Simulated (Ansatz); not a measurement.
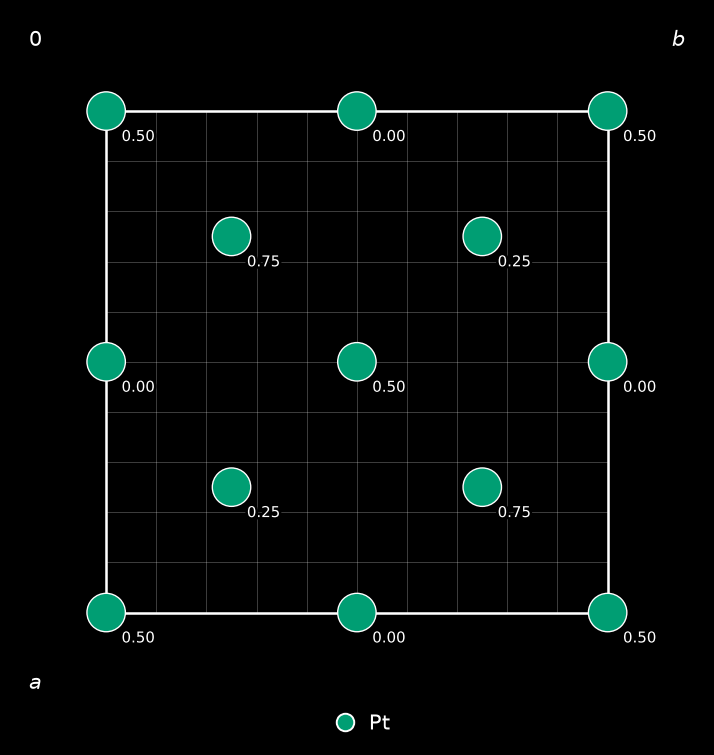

Plan of a unit cell projected along c (a down the page, b across); the numbers are heights as fractions of c, and atoms on the cell's edges are repeated. The grid marks tenths of a and b. Source: the end point of a relaxation with Ansatz, DFT, r2SCAN, plane waves (500 eV) with PAW, scalar-relativistic; the starting structure was generated, so it need not be a known form of this composition. Geometry calculated from the standardised cell; symmetry tolerance 0.002 Å.

a = 5.738 Å, b = 5.738 Å, c = 5.738 Å, α = 90.00°, β = 90.00°, γ = 90.00°.

### What does the cell contain?

8 Pt: Pt, Z = 8.

### Which space group?

No. 227, Fd-3m, origin choice 1, face-centred cubic.

### Give the independent sites, coordinates to two places.

```csv
atom,site,symmetry,x,y,z
Pt,8b,-43m,0.75,0.75,0.75
```
